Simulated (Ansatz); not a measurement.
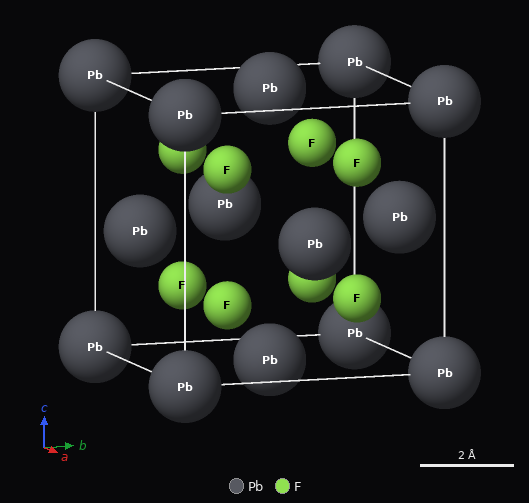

A spheres-only rendering, viewed slightly off an axis. The lines enclose the conventional unit cell; boundary atoms appear with their images.

Question: Formula?

Answer: PbF$_{2}$. The cell holds 4 Pb, 8 F, counting shared atoms by their share.

Question: Which of the Bravais lattices applies?

Answer: Face-centred cubic.

Question: Give the space group.

Answer: Fm-3m (No. 225), with Pb on 4a and F on 8c.

Question: Structure type?

Answer: Fluorite (CaF₂ type).

Origin of the cell: a structure type known for this compound. Earlier steps of the study, as a rule a relaxation of our own, may have changed the cell and positions, so they can lie some per cent off the listed ones. A calculation with Ansatz used it as input.
